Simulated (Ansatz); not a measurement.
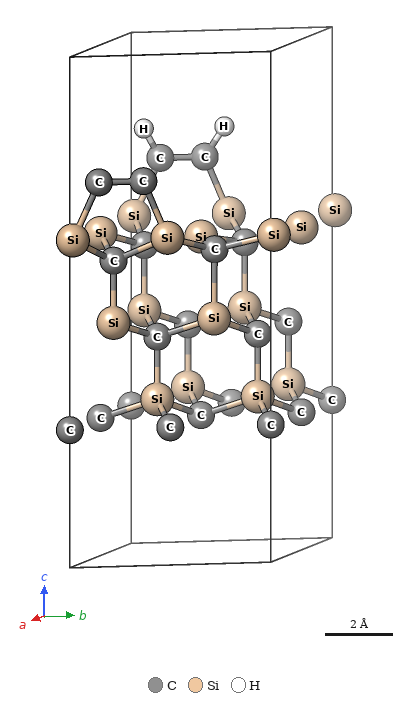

*The structure (ball-and-stick view of the cell of the calculation, with the vacuum cut short, seen slightly off an axis).*

Single-point calculation of C$_{7}$HSi$_{6}$ (part 1 of 2)

System: C$_{7}$HSi$_{6}$ (slab, 28 atoms in the cell).
Method: DFT PBE+D3(BJ), scalar-relativistic, plane waves, PAW, no spin polarisation (Ansatz 0.2.0).

The structure derives from an entry of the Crystallography Open Database. It belongs to a series of runs on one base structure; here: the whole at its places in the relaxed adsorbed structure. Figures and captions count atoms from 1; the log counts them from 0 in places.

The input
```yaml
crystal:
  lattice:
    - [6.1499993378, 0.0, 0.0]
    - [-3.0749996689, 5.3260556598, 0.0]
    - [0.0, 0.0, 23.649135111]
  atoms:
    - { symbol: C, position: [0.5, 0.0, 0.3382787558] }
    - { symbol: C, position: [0.5, 0.5, 0.3382787558] }
    - { symbol: C, position: [0.0, 0.0, 0.3382787558] }
    - { symbol: C, position: [0.0, 0.5, 0.3382787558] }
    - { symbol: Si, position: [0.1666666667, 0.8333333333, 0.3648201779] }
    - { symbol: Si, position: [0.1666666667, 0.3333333333, 0.3648201779] }
    - { symbol: Si, position: [0.6666666667, 0.8333333333, 0.3648201779] }
    - { symbol: Si, position: [0.6666666667, 0.3333333333, 0.3648201779] }
    - { symbol: C, position: [0.6666666667, 0.8333333333, 0.4444444444] }
    - { symbol: C, position: [0.6666666667, 0.3333333333, 0.4444444444] }
    - { symbol: C, position: [0.1666666667, 0.8333333333, 0.4444444444] }
    - { symbol: C, position: [0.1666666667, 0.3333333333, 0.4444444444] }
    - { symbol: Si, position: [0.3344123504, 0.6671372578, 0.46886988] }
    - { symbol: Si, position: [0.3344061143, 0.1672990757, 0.4688874679] }
    - { symbol: Si, position: [0.8344424821, 0.6672194609, 0.470455606] }
    - { symbol: Si, position: [0.8320172987, 0.1660181738, 0.468417035] }
    - { symbol: C, position: [0.8453305165, 0.6727508598, 0.5589506664] }
    - { symbol: C, position: [0.8315862663, 0.165869672, 0.5475583445] }
    - { symbol: C, position: [0.3327344291, 0.6662736782, 0.5517451462] }
    - { symbol: C, position: [0.3327516707, 0.1666478794, 0.5517514631] }
    - { symbol: Si, position: [0.5039140731, 0.5020528114, 0.565498727] }
    - { symbol: Si, position: [0.5008998449, 0.0005311443, 0.5735975115] }
    - { symbol: Si, position: [0.001129138, 0.4859865056, 0.5797002531] }
    - { symbol: Si, position: [0.0011467017, 0.015329602, 0.5797086985] }
    - { symbol: C, position: [0.0276336726, 0.1532065707, 0.653378794] }
    - { symbol: C, position: [0.027543357, 0.3744404969, 0.653342972] }
    - { symbol: H, position: [0.0669763964, 0.0831081107, 0.6923860156] }
    - { symbol: H, position: [0.0668942732, 0.4841746866, 0.6923029118] }
basis:
  ecutwfc: 420
kpoints:
  mp_grid: { grid: [3, 3, 1] }
hamiltonian:
  xc: pbe
  dispersion: d3bj
scf:
  occupations: { method: gaussian, width: 0.05 }
output:
  forces: true
  eigenvalues: true
  write_density: true
  volumetric_format: npy
efield:
  axis: 3
  dipole_correction: true
  ramp_width: 0.04
```

Launch command:
```bash
ansatz run input.yaml --threads 2 --pin off --max-ram 5120MiB --backend cpu --events-out ev --progress --plain --runs-dir out
```

What the program printed
```
Engine: ansatz 0.2.0, aarch64-unknown-linux-gnu
Pseudopotentials: kind: paw
Pseudopotential: C, paw, valence charge 4, recommended cutoff 420 eV (normal), C.paw.azcp
Pseudopotential: Si, paw, valence charge 4, recommended cutoff 420 eV (normal), Si.paw.azcp
Pseudopotential: H, paw, valence charge 1, recommended cutoff 420 eV (normal), H.paw.azcp
Functional definition: PBE
  parameter kappa = 0.804
  parameter beta = 0.06672455060314922
  exchange = pbe_x(kappa = kappa, mu = beta*pi^2/3)
  correlation = pbe_c(beta = beta)
Crystal: 28 atoms, lattice volume = 774.633 Å³
Basis set: ecut = 420 eV, 15133 PW (Γ), exchange–correlation on 90×90×320 points (8 copies of the dense FFT grid, shifted against one another)
Bands: 81, of which v1, the nominal top of the filled ones, is band 53 counted from 1 (52 counted from 0)
Symmetry: 1 space group operations
Space group: P1 (ITA 1), of the structure as read, at distance tolerance 9.2e-5 Å
k-points: 5 of 9 (time reversal used)
Non-local potential: C, projectors of the file, l = 0: 2, l = 1: 2, l = 2: 1
Non-local potential: Si, projectors of the file, l = 0: 2, l = 1: 2, l = 2: 2
Non-local potential: H, projectors of the file, l = 0: 2, l = 1: 1
PAW form: soft (Blöchl's): semilocal exchange-correlation on the pseudo side does not see the compensation charge
PAW one-centre angular grid: C, 110 points (default); XC on 64 Gauss nodes
PAW one-centre angular grid: Si, 110 points (default); XC on 64 Gauss nodes
PAW one-centre angular grid: H, 110 points (default); XC on 64 Gauss nodes
Initial density: superposition of atomic densities (neutral atoms: chi_scale 0, normalization atom), corrected by the library's trained network
Initial wavefunctions: pseudopotential atomic-orbital guess
Functional: x = pbe(κ = 0.804, μ = 0.2195149727645171), c = pbe(β = 0.06672455060314922)
SCF iter   1: F=—  HF=-11171.435318 eV  |F-HF|=—  |Δ(HF+E_count)|=         —  Δρ=5.92e-3  dr2=1.22e0  ethr=1.77e-3  p=0.662 e·Å  D=1.55e-1 V/Å  ΔV_dip=-3.66 eV  dr2_dipole=2.65e-1  V_vac-E_F(+/−)=3.73/7.39 eV  ⟨swp⟩=8.0  Hψ=2373  notcnv=0  defer=73
efield: sawtooth ramp at fractional position 0.9953 (placed from the atoms, in the widest stretch of the axis that holds none; the zero of the levels goes with the place), width 0.0400; the density the first Hamiltonian is built on has a dipole p = 0.662 e·Å; the dipole correction subtracts the counter field D = 1.55e-1 V/Å, which shifts the + side's vacuum level by -3.66 eV against the − side's; the planar-averaged density in the ramp window peaks in size at 7.7e-5 e/Å³
preconditioner: auto → LDOS  [metal: Δε(μ)=0.013 eV  Ē_g=10.946 eV  σ=0.050 eV  W_gap=0.14  n_scr=80 (ndim 8)  ℏωp=13.7 eV  f_vac=0.565  D(μ)=33.22/eV (n_scr^D=290)  β→1.0]
SCF iter   2: F=—  HF=-11171.348029 eV  |F-HF|=—  |Δ(HF+E_count)|=   8.73e-2  Δρ=2.08e-3  dr2=1.29e-1  ethr=1.15e-3  p=0.653 e·Å  D=1.53e-1 V/Å  ΔV_dip=-3.61 eV  dr2_dipole=1.62e-2  V_vac-E_F(+/−)=3.33/6.94 eV  ⟨swp⟩=2.0  Hψ=495  notcnv=0  defer=105
SCF iter   3: F=—  HF=-11171.351727 eV  |F-HF|=—  |Δ(HF+E_count)|=   3.70e-3  Δρ=1.94e-3  dr2=1.04e-1  ethr=1.22e-4  p=0.658 e·Å  D=1.54e-1 V/Å  ΔV_dip=-3.63 eV  dr2_dipole=2.02e-2  V_vac-E_F(+/−)=3.23/6.87 eV  ⟨swp⟩=2.8  Hψ=509  notcnv=0  defer=107
SCF iter   4: F=—  HF=-11171.348708 eV  |F-HF|=—  |Δ(HF+E_count)|=   3.02e-3  Δρ=9.63e-4  dr2=3.79e-2  ethr=9.78e-5  p=0.649 e·Å  D=1.52e-1 V/Å  ΔV_dip=-3.59 eV  dr2_dipole=1.02e-2  V_vac-E_F(+/−)=3.22/6.80 eV  ⟨swp⟩=1.0  Hψ=298  notcnv=0  defer=107
SCF iter   5: F=—  HF=-11171.348296 eV  |F-HF|=—  |Δ(HF+E_count)|=   4.12e-4  Δρ=9.67e-4  dr2=2.35e-2  ethr=3.57e-5  p=0.644 e·Å  D=1.50e-1 V/Å  ΔV_dip=-3.56 eV  dr2_dipole=3.74e-3  V_vac-E_F(+/−)=3.20/6.75 eV  ⟨swp⟩=1.2  Hψ=299  notcnv=0  defer=107
SCF iter   6: F=—  HF=-11171.347257 eV  |F-HF|=—  |Δ(HF+E_count)|=   1.04e-3  Δρ=5.13e-4  dr2=7.01e-3  ethr=2.22e-5  p=0.636 e·Å  D=1.49e-1 V/Å  ΔV_dip=-3.51 eV  dr2_dipole=1.82e-3  V_vac-E_F(+/−)=3.20/6.71 eV  ⟨swp⟩=1.2  Hψ=300  notcnv=0  defer=107
SCF iter   7: F=—  HF=-11171.346990 eV  |F-HF|=—  |Δ(HF+E_count)|=   2.68e-4  Δρ=3.59e-4  dr2=2.71e-3  ethr=6.62e-6  p=0.632 e·Å  D=1.48e-1 V/Å  ΔV_dip=-3.49 eV  dr2_dipole=5.48e-4  V_vac-E_F(+/−)=3.21/6.70 eV  ⟨swp⟩=2.0  Hψ=456  notcnv=0  defer=107
SCF iter   8: F=—  HF=-11171.346990 eV  |F-HF|=—  |Δ(HF+E_count)|=   4.05e-7  Δρ=2.68e-4  dr2=1.40e-3  ethr=2.56e-6  p=0.631 e·Å  D=1.47e-1 V/Å  ΔV_dip=-3.49 eV  dr2_dipole=1.33e-4  V_vac-E_F(+/−)=3.22/6.70 eV  ⟨swp⟩=1.4  Hψ=301  notcnv=0  defer=107
SCF iter   9: F=—  HF=-11171.346988 eV  |F-HF|=—  |Δ(HF+E_count)|=   2.09e-6  Δρ=1.28e-4  dr2=2.52e-4  ethr=1.32e-6  p=0.632 e·Å  D=1.48e-1 V/Å  ΔV_dip=-3.49 eV  dr2_dipole=5.31e-6  V_vac-E_F(+/−)=3.22/6.71 eV  ⟨swp⟩=2.0  Hψ=362  notcnv=0  defer=107
SCF iter  10: F=—  HF=-11171.346994 eV  |F-HF|=—  |Δ(HF+E_count)|=   5.69e-6  Δρ=5.84e-5  dr2=3.17e-5  ethr=2.38e-7  p=0.633 e·Å  D=1.48e-1 V/Å  ΔV_dip=-3.50 eV  dr2_dipole=4.35e-7  V_vac-E_F(+/−)=3.22/6.72 eV  ⟨swp⟩=2.2  Hψ=421  notcnv=0  defer=107
SCF iter  11: F=—  HF=-11171.347000 eV  |F-HF|=—  |Δ(HF+E_count)|=   5.91e-6  Δρ=4.30e-5  dr2=2.21e-5  ethr=2.99e-8  p=0.634 e·Å  D=1.48e-1 V/Å  ΔV_dip=-3.50 eV  dr2_dipole=1.48e-7  V_vac-E_F(+/−)=3.22/6.72 eV  ⟨swp⟩=2.4  Hψ=626  notcnv=0  defer=107
SCF iter  12: F=—  HF=-11171.347000 eV  |F-HF|=—  |Δ(HF+E_count)|=   7.76e-7  Δρ=2.20e-5  dr2=6.97e-6  ethr=2.08e-8  p=0.633 e·Å  D=1.48e-1 V/Å  ΔV_dip=-3.50 eV  dr2_dipole=8.63e-8  V_vac-E_F(+/−)=3.22/6.71 eV  ⟨swp⟩=2.4  Hψ=520  notcnv=0  defer=107
SCF iter  13: F=—  HF=-11171.347001 eV  |F-HF|=—  |Δ(HF+E_count)|=   8.06e-7  Δρ=1.66e-5  dr2=3.78e-6  ethr=6.57e-9  p=0.633 e·Å  D=1.48e-1 V/Å  ΔV_dip=-3.50 eV  dr2_dipole=6.88e-10  V_vac-E_F(+/−)=3.22/6.71 eV  ⟨swp⟩=2.6  Hψ=525  notcnv=0  defer=107
SCF iter  14: F=—  HF=-11171.347001 eV  |F-HF|=—  |Δ(HF+E_count)|=   3.09e-7  Δρ=9.54e-6  dr2=1.32e-6  ethr=3.57e-9  p=0.633 e·Å  D=1.48e-1 V/Å  ΔV_dip=-3.50 eV  dr2_dipole=3.73e-8  V_vac-E_F(+/−)=3.22/6.71 eV  ⟨swp⟩=2.0  Hψ=530  notcnv=0  defer=107
SCF iter  15: F=—  HF=-11171.347002 eV  |F-HF|=—  |Δ(HF+E_count)|=   6.01e-7  Δρ=5.18e-6  dr2=4.47e-7  ethr=1.25e-9  p=0.633 e·Å  D=1.48e-1 V/Å  ΔV_dip=-3.50 eV  dr2_dipole=3.65e-8  V_vac-E_F(+/−)=3.22/6.71 eV  ⟨swp⟩=2.2  Hψ=509  notcnv=0  defer=107
SCF iter  16: F=-11171.347002 eV  HF=-11171.347002 eV  |F-HF|=1.63e-7  |Δ(HF+E_count)|=   1.61e-7  Δρ=2.13e-6  dr2=6.30e-8  ethr=9.43e-11  p=0.633 e·Å  D=1.48e-1 V/Å  ΔV_dip=-3.50 eV  dr2_dipole=5.31e-10  V_vac-E_F(+/−)=3.22/6.71 eV  ⟨swp⟩=27.4  Hψ=3811  notcnv=0
SCF 1 converged in 16 iterations: F = -11171.347002 eV  dr2 = 6.30e-8
  greatest PAW one-centre occupation: 0.671 electrons in one spin orbital (limit 2), on the C atom at site 25 (counted from 0), in its partial waves of l = 0
```

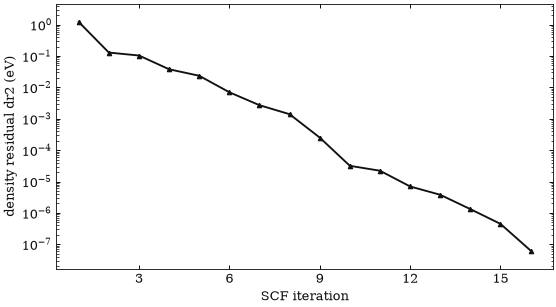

*Convergence of the self-consistent field: density residual dr2 against the SCF iteration.*

The residual falls at every step.

```
SCF converged after 16 iterations
Free energy (F): -11171.347002 eV
Harris-Foulkes:  -11171.347002 eV  (|F-HF|=1.63e-7)
Internal energy: -11171.304628 eV  (E = F + TS)
E sigma→0 (E₀):  -11171.325815 eV
Entropy (-TS):   -0.042374 eV (-1.513 meV/atom)
Fermi energy:    0.428498 eV
Dipole field:    D = 0.147866 V/Å  (p = 0.632998 e·Å, saw-weighted, corrected)
Work function:   Φ+ = 3.2162 eV   Φ− = 6.7131 eV
Levels:          The Fermi level and band energies are counted from a zero that moves with the ramp; work functions are not
--- Per-component energies (eV) ---
  E_band       = -669.703404
  E_kinetic    = 1807.567404
  E_local      = -52029.685786  (includes V_loc(G=0)·N_el)
  E_nonlocal   = 684.889599
  E_hartree    = 25205.916014
  E_xc         = -1367.369656
  E_vxc        = -1436.959464  (∫ρ·V_xc dr)
  E_paw        = -7541.935752  (= ΣΔE_a)
  E_vpaw       = -121.816601  (= ΣTr[D̂ρ^β])
  E_aug_tail   = -0.002526  (compensation charges beyond the density's cutoff)
  E_efield     = 0.046799  (sawtooth field / dipole correction)
  E_vefield    = 14.474251  (∫n·V_field dr)
  E_ewald      = 22075.238782
  E_disp       = -5.969507  (pairwise vdW)
  E_smearing   = -0.042374  (= −TS)
  E_closure    = 0.000000  (closes the sum)
  Σ components = -11171.347002   (vs F -11171.347002, Δ=0.00e0)
```
